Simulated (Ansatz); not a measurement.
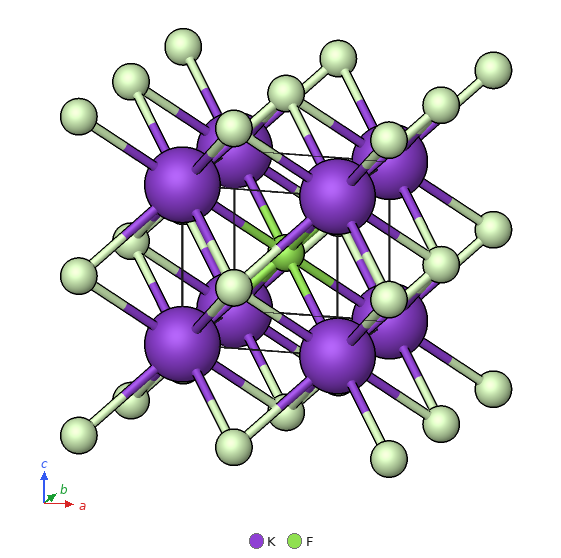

View slightly off an axis, drawn as a ball-and-stick model. Atoms at the boundary of the conventional unit cell (the box) are drawn once for each face, edge or corner they touch. Every bond is drawn to its end, so some atoms lie outside the box, in fainter colours.

KF, caesium chloride (CsCl, B2) type, space group Pm-3m (No. 221), a = 3.179 Å, b = 3.179 Å, c = 3.179 Å, α = 90.00°, β = 90.00°, γ = 90.00°. Provenance: a structure type filled with these elements by a generator (whether the compound takes this form wasn't checked). Earlier steps of the study, as a rule a relaxation of our own, may have changed the cell and positions, so they can lie some per cent off the listed ones. It went into a calculation with Ansatz.

This one geometry was computed with Ansatz (DFT, plane waves, PAW) at six levels of theory: dielectric-dependent PBE0 (fraction 1/eps_inf of PBE), r2SCAN0, HSE06, PBE0, PBE and LDA. It was relaxed beforehand with r2SCAN.

Q: Which level gives the highest pressure at this volume, and what does that say about its equilibrium volume?

A: Highest: PBE (2.9 GPa), which points to the largest equilibrium volume. Lowest, with the smallest volume: LDA (-3.8 GPa). Levels within 0.5 GPa of each other can't be told apart.

Q: How does the band gap change with the level of theory?

A: LDA: a gap of 6.46 eV, indirect; PBE: a gap of 6.82 eV, indirect; HSE06: a gap of 8.92 eV, indirect; PBE0: a gap of 9.68 eV, indirect; r2SCAN0: a gap of 10.27 eV, indirect; dielectric-dependent PBE0 (fraction 1/eps_inf of PBE): a gap of 12.12 eV, indirect.

Q: Collect the results in a table.

A:
| level | cutoff (eV) | k-mesh of the run's cell | gap (eV) | pressure (GPa) |
| --- | --- | --- | --- | --- |
| dielectric-dependent PBE0 (fraction 1/eps_inf of PBE) | 420 | 6×6×6 | 12.12 | 0.3 |
| r2SCAN0 | 500 | 6×6×6 | 10.27 | -0.6 |
| HSE06 | 420 | 6×6×6 | 8.92 | 1.6 |
| PBE0 | 420 | 6×6×6 | 9.68 | 1.5 |
| PBE | 420 | 8×8×8 | 6.82 | 2.9 |
| LDA | 420 | 8×8×8 | 6.46 | -3.8 |

Gaps are taken on the k-mesh or band path of each run.
